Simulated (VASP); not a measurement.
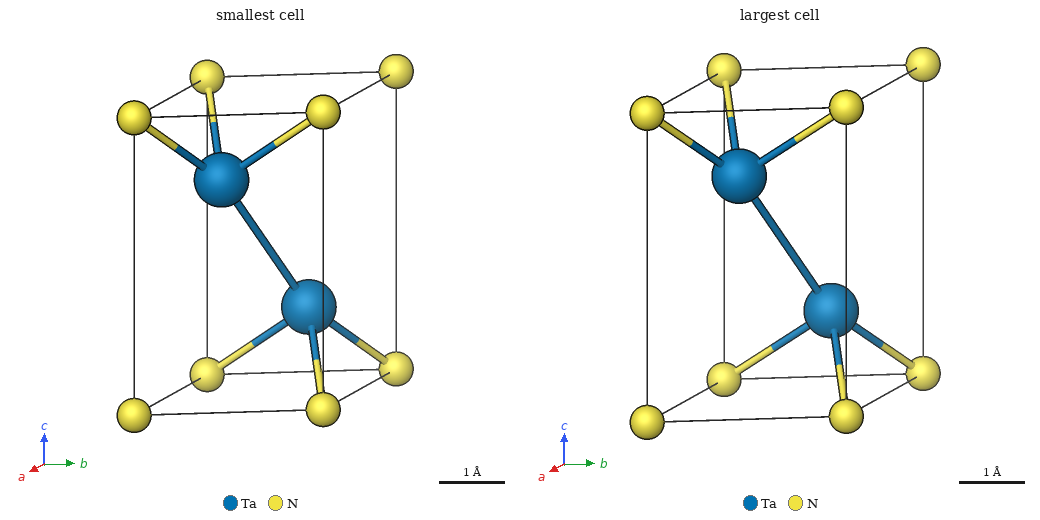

Ta2N, space group P-3m1 (No. 164), relaxed (cell and atoms, zero pressure) with four choices of dispersion term on top of RPBE; the smallest and the largest of the relaxed conventional cells are drawn to one scale (sticks follow a distance rule). The start was a structure listed in the Materials Project. It needn't be the stable form of this composition.

Alike in all runs: VASP 6.6.1; functional RPBE; VASP's PAW PBE potentials, release 64 (Ta_pv, N); cutoff 600 eV; k mesh 10 × 10 × 6 on the run's cell of 3 atoms; occupations fermi-dirac, width 0.05 eV; no spin polarisation; no spin-orbit coupling. All runs are metallic.

| level | volume (Å³/atom) | a (Å) | c (Å) |
| --- | --- | --- | --- |
| D3 | 13.28 | 3.073 | 4.873 |
| none | 13.76 | 3.112 | 4.920 |
| D4 | 13.42 | 3.084 | 4.887 |
| D3(BJ) | ? | ? | ? |

What does D3(BJ) give?

Volume 11.94 Å³/atom; a 2.955 Å; c 4.738 Å. That is the smallest volume of all.

Order the levels by the relaxed volume, smallest first.

D3(BJ) (11.94 Å³/atom), D3 (13.28 Å³/atom), D4 (13.42 Å³/atom), none (13.76 Å³/atom). Rows within a few tenths of a per cent can't be told apart.

Caveat: the relaxed volumes lie -12 to +1 % from the starting cell; the potentials were made with another functional, which shifts all volumes alike; pairwise dispersion terms can overbind metals strongly; spin-orbit coupling is left out, which matters for Ta, if less for volumes and forces than for levels.
